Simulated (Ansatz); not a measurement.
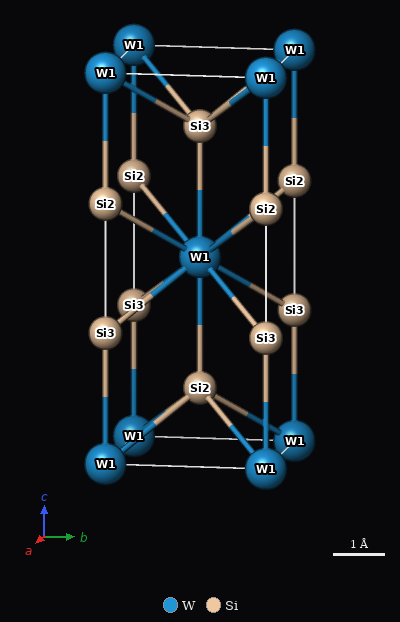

Figure 1. The structure as given in the input (ball-and-stick view of the cell 2 times as large as that of the calculation, set on its symmetry axes, seen slightly off an axis; atoms are numbered from 1 in the order of the input). An atom can appear more than once, as a periodic image.

**What a change does: geometry relaxation on WSi₂**

System: WSi₂ (I4/mmm, 3 atoms in the cell).
Method of run A: Kohn-Sham DFT of a periodic cell, revPBE, Ansatz PAW, no spin polarisation (Ansatz 0.2.0).

The structure derives from an entry of the Crystallography Open Database. Text and figures count atoms from 1; the logs count them from 0 in places.

### Input file, run A
```yaml
crystal:
  lattice:
    - [-1.6069, 1.6069, 3.91495]
    - [1.6069, -1.6069, 3.91495]
    - [1.6069, 1.6069, -3.91495]
  atoms:
    - { symbol: W, position: [0.0, 0.0, 0.0] }
    - { symbol: Si, position: [0.6653, 0.6653, 0.0] }
    - { symbol: Si, position: [0.3347, 0.3347, 0.0] }
hamiltonian:
  xc: revpbe
  pseudopotentials: { kind: paw }
kpoints:
  mp_grid: { grid: [12, 12, 12] }
scf:
  occupations: { method: fermi_dirac, width: 0.05 }
output:
  forces: true
  stress: true
relax:
  f_tol: 0.01
  max_steps: 40
  cell: { stress_tol: 0.05 }
```

Command:
```bash
ansatz run input.yaml --threads 2 --pin off --max-ram 5632MiB --backend cpu --events-out ev --progress --plain --runs-dir out
```

Hardware: 2 threads of Intel Xeon (Sapphire Rapids), 16 GiB of memory available, shared host.

### Output, shortened to warnings, some set-up lines, iterations and results (run A)
```
Basis set: ecut = 420 eV, 793 PW (Γ), exchange–correlation on 64×64×64 points (8 copies of the dense FFT grid, shifted against one another)
Symmetry: 16 space group operations
k-points: 163 of 1728
Initial density: superposition of atomic densities (neutral atoms: chi_scale 0, normalization atom), corrected by the library's trained network
[...]
SCF iter   1: F=—  HF=-11670.884048 eV  |F-HF|=—  |Δ(HF+E_count)|=         —  Δρ=4.10e-3  dr2=4.20e-3  ethr=1.77e-3  ⟨swp⟩=5.4  Hψ=14274  notcnv=0
SCF iter   2: F=—  HF=-11670.883936 eV  |F-HF|=—  |Δ(HF+E_count)|=   1.13e-4  Δρ=2.36e-3  dr2=1.46e-3  ethr=1.91e-5  ⟨swp⟩=1.0  Hψ=3751  notcnv=0
SCF iter   3: F=—  HF=-11670.883834 eV  |F-HF|=—  |Δ(HF+E_count)|=   1.01e-4  Δρ=4.25e-4  dr2=8.07e-5  ethr=6.62e-6  ⟨swp⟩=2.2  Hψ=3589  notcnv=0
SCF iter   4: F=—  HF=-11670.883814 eV  |F-HF|=—  |Δ(HF+E_count)|=   2.04e-5  Δρ=1.03e-4  dr2=2.49e-6  ethr=3.67e-7  ⟨swp⟩=2.3  Hψ=3494  notcnv=0
SCF iter   5: F=-11670.883814 eV  HF=-11670.883814 eV  |F-HF|=2.10e-8  |Δ(HF+E_count)|=   2.04e-7  Δρ=1.40e-5  dr2=7.91e-8  ethr=1.13e-8  ⟨swp⟩=2.3  Hψ=3479  notcnv=0
[... 22 lines ...]
SCF iter   3: F=—  HF=-11670.899599 eV  |F-HF|=—  |Δ(HF+E_count)|=   1.41e-6  Δρ=1.35e-6  dr2=5.18e-10  ethr=2.19e-10  ⟨swp⟩=2.7  Hψ=4434  notcnv=0
SCF iter   4: F=—  HF=-11670.899599 eV  |F-HF|=—  |Δ(HF+E_count)|=  1.40e-10  Δρ=3.73e-7  dr2=9.29e-11  ethr=1.00e-12  ⟨swp⟩=6.6  Hψ=10985  notcnv=0
SCF iter   5: F=-11670.899599 eV  HF=-11670.899599 eV  |F-HF|=5.46e-12  |Δ(HF+E_count)|=  1.27e-11  Δρ=9.41e-8  dr2=5.91e-12  ethr=1.00e-12  ⟨swp⟩=5.9  Hψ=10211  notcnv=0
SCF 5 converged in 5 iterations: F = -11670.899599 eV  dr2 = 5.91e-12
relax step   5: F+E_penalty+E_count = -11670.89959933 eV  Δ(F+E_penalty+E_count) = -3.093e-4 eV  max|allowed force component| = 2.204e-3 eV/Å  Δτ_max = 0.0000 Å  P = +0.012 …
basis re-selected at this cell: Δ(F+E_penalty+E_count) = -3.093e-4 eV, ΔP = +0.005 GPa vs the last step (what re-selecting the basis moved, of the pressure what is left beyond the Pulay correction that the steps carried, after the strain that the cell walked since its last selection, with what the …
SCF converged after 5 iterations
Free energy (F): -11670.899599 eV
Harris-Foulkes:  -11670.899599 eV  (|F-HF|=5.46e-12)
Internal energy: -11670.897589 eV  (E = F + TS)
E sigma→0 (E₀):  -11670.898594 eV
Entropy (-TS):   -0.002010 eV (-0.670 meV/atom)
Fermi energy:    16.389252 eV
--- Per-component energies (eV) ---
  E_band       = -87.662914
  E_kinetic    = 539.187764
  E_local      = -960.475047  (includes V_loc(G=0)·N_el)
  E_nonlocal   = 48.870377
  E_hartree    = 375.728878
  E_xc         = -381.432116
  E_vxc        = -337.301703  (∫ρ·V_xc dr)
  E_paw        = -9601.235842  (= ΣΔE_a)
  E_vpaw       = -129.401935  (= ΣTr[D̂ρ^β])
  E_aug_tail   = -0.000065  (compensation charges beyond the density's cutoff)
  E_ewald      = -1691.491103
  E_core_change = -0.050434  (= ΣΔE_core)
  E_smearing   = -0.002010  (= −TS)
  E_closure    = 0.000000  (closes the sum)
  Σ components = -11670.899599   (vs F -11670.899599, Δ=0.00e0)
--- Forces (eV/Å), atoms counted from 1 ---
  atom   1  W     -0.00000000     0.00000000     0.00000000
  atom   2  Si    -0.00000000     0.00000000    -0.00220398
  atom   3  Si     0.00000000     0.00000000     0.00220398
  max |Σ_I F_I| component: 4.34e-19 eV/Å
--- Stress (GPa, compression-positive) ---
        0.006269       0.000000       0.000000
        0.000000       0.006269       0.000000
        0.000000       0.000000       0.023647
  P = ⅓ Tr σ = 0.0121 GPa (0.121 kbar)
--- Relaxed structure (4 steps of the walk, 4 accepted, 1 SCFs on fresh bases) ---
  F+E_penalty+E_count = -11670.89959933 eV   max|allowed force component| = 2.204e-3 eV/Å   (the final SCF, on the basis selected at the relaxed cell)
  cell:  # Å, volume = 41.3859 Å³
    - [-1.619372709046458, 1.619372709046458, 3.9454724243381505]
    - [1.619372709046458, -1.619372709046458, 3.9454724243381505]
    - [1.619372709046458, 1.619372709046458, -3.9454724243381505]
  atoms:
    - { symbol: W, position: [1.6154772533064562e-20, 1.6154772533064237e-20, -3.130555038396261e-34] }
[...]
```

The input of run B differs as follows (lines with − go, lines with + come):
```diff
-  xc: revpbe
+  xc: pbesol
```

What does this change do to the results?

The total energies belong to different methods, so their difference says nothing on which is more stable or more accurate. The volume per atom goes from 13.80 to 13.36 Å³. The functional changes from revPBE to PBEsol. The SCF takes 21 iterations over all geometry steps against 22.

### Output, shortened to warnings, some set-up lines, iterations and results (run B)
```
Basis set: ecut = 420 eV, 793 PW (Γ), exchange–correlation on 64×64×64 points (8 copies of the dense FFT grid, shifted against one another)
Symmetry: 16 space group operations
k-points: 163 of 1728
Initial density: superposition of atomic densities (neutral atoms: chi_scale 0, normalization atom), corrected by the library's trained network
[...]
SCF iter   1: F=—  HF=-11500.895930 eV  |F-HF|=—  |Δ(HF+E_count)|=         —  Δρ=4.47e-3  dr2=6.53e-3  ethr=1.77e-3  ⟨swp⟩=5.4  Hψ=14288  notcnv=0
SCF iter   2: F=—  HF=-11500.894989 eV  |F-HF|=—  |Δ(HF+E_count)|=   9.41e-4  Δρ=2.33e-3  dr2=1.11e-3  ethr=2.97e-5  ⟨swp⟩=1.0  Hψ=3754  notcnv=0
SCF iter   3: F=—  HF=-11500.894907 eV  |F-HF|=—  |Δ(HF+E_count)|=   8.15e-5  Δρ=6.05e-4  dr2=8.83e-5  ethr=5.05e-6  ⟨swp⟩=1.9  Hψ=3351  notcnv=0
SCF iter   4: F=—  HF=-11500.894888 eV  |F-HF|=—  |Δ(HF+E_count)|=   1.88e-5  Δρ=6.44e-5  dr2=1.49e-6  ethr=4.01e-7  ⟨swp⟩=2.6  Hψ=3607  notcnv=0
SCF iter   5: F=-11500.894888 eV  HF=-11500.894888 eV  |F-HF|=1.09e-8  |Δ(HF+E_count)|=   3.30e-7  Δρ=9.32e-6  dr2=3.17e-8  ethr=6.77e-9  ⟨swp⟩=2.3  Hψ=3489  notcnv=0
[... 21 lines ...]
SCF iter   2: F=—  HF=-11500.897252 eV  |F-HF|=—  |Δ(HF+E_count)|=   1.66e-6  Δρ=7.46e-6  dr2=4.44e-9  ethr=6.61e-11  ⟨swp⟩=2.2  Hψ=3890  notcnv=0
SCF iter   3: F=—  HF=-11500.897252 eV  |F-HF|=—  |Δ(HF+E_count)|=  5.69e-10  Δρ=4.18e-7  dr2=9.87e-11  ethr=2.02e-11  ⟨swp⟩=2.0  Hψ=4245  notcnv=0
SCF iter   4: F=-11500.897252 eV  HF=-11500.897252 eV  |F-HF|=5.46e-12  |Δ(HF+E_count)|=  3.46e-11  Δρ=1.55e-7  dr2=8.14e-12  ethr=1.00e-12  ⟨swp⟩=6.0  Hψ=10442  notcnv=0
SCF 5 converged in 4 iterations: F = -11500.897252 eV  dr2 = 8.14e-12
relax step   5: F+E_penalty+E_count = -11500.89725173 eV  Δ(F+E_penalty+E_count) = +1.003e-4 eV  max|allowed force component| = 4.114e-3 eV/Å  Δτ_max = 0.0000 Å  P = -0.007 …
basis re-selected at this cell: Δ(F+E_penalty+E_count) = +1.003e-4 eV, ΔP = -0.003 GPa vs the last step (what re-selecting the basis moved, of the pressure what is left beyond the Pulay correction that the steps carried, after the strain that the cell walked since its last selection, with what the …
SCF converged after 4 iterations
Free energy (F): -11500.897252 eV
Harris-Foulkes:  -11500.897252 eV  (|F-HF|=5.46e-12)
Internal energy: -11500.895386 eV  (E = F + TS)
E sigma→0 (E₀):  -11500.896319 eV
Entropy (-TS):   -0.001866 eV (-0.622 meV/atom)
Fermi energy:    16.828396 eV
--- Per-component energies (eV) ---
  E_band       = -78.949974
  E_kinetic    = 542.427399
  E_local      = -944.133366  (includes V_loc(G=0)·N_el)
  E_nonlocal   = 53.593032
  E_hartree    = 370.649120
  E_xc         = -379.876747
  E_vxc        = -339.287819  (∫ρ·V_xc dr)
  E_paw        = -9434.333254  (= ΣΔE_a)
  E_vpaw       = -132.847365  (= ΣTr[D̂ρ^β])
  E_aug_tail   = -0.000065  (compensation charges beyond the density's cutoff)
  E_ewald      = -1709.506418
  E_core_change = 0.284913  (= ΣΔE_core)
  E_smearing   = -0.001866  (= −TS)
  E_closure    = 0.000000  (closes the sum)
  Σ components = -11500.897252   (vs F -11500.897252, Δ=0.00e0)
--- Forces (eV/Å), atoms counted from 1 ---
  atom   1  W      0.00000000     0.00000000     0.00000000
  atom   2  Si    -0.00000000    -0.00000000     0.00411419
  atom   3  Si     0.00000000    -0.00000000    -0.00411419
  max |Σ_I F_I| component: 6.25e-17 eV/Å
--- Stress (GPa, compression-positive) ---
       -0.006046       0.000000       0.000000
        0.000000      -0.006046       0.000000
        0.000000       0.000000      -0.010028
  P = ⅓ Tr σ = -0.0074 GPa (-0.074 kbar)
--- Relaxed structure (4 steps of the walk, 4 accepted, 1 SCFs on fresh bases) ---
  F+E_penalty+E_count = -11500.89725173 eV   max|allowed force component| = 4.114e-3 eV/Å   (the final SCF, on the basis selected at the relaxed cell)
  cell:  # Å, volume = 40.0799 Å³
    - [-1.601087673027017, 1.601087673027017, 3.9087335623675132]
    - [1.601087673027017, -1.601087673027017, 3.9087335623675132]
    - [1.601087673027017, 1.601087673027017, -3.9087335623675132]
  atoms:
    - { symbol: W, position: [-2.7693895770967813e-20, -2.7693895770967735e-20, 8.333581208891346e-35] }
[...]
```

### The two runs side by side

| quantity | run A | run B |
| --- | --- | --- |
| outcome | converged | converged |
| free energy per atom (eV) | −3890.2999 | −3833.6324 |
| energy per atom, smearing taken to zero (eV) | −3890.2995 | −3833.6321 |
| pressure (GPa) | 0.01 | −0.01 |
| volume per atom (Å³) | 13.80 | 13.36 |
| largest force (eV/Å) | 0.002 | 0.004 |
| SCF iterations | 22 | 21 |
| irreducible k-points | 163 | 163 |
| wall time (shared host) | 8.6 s | 7.9 s |

For both runs: Spin–orbit coupling is left out, which matters for W. For run A: Points of doubt noted for this run: forces on files of another functional.
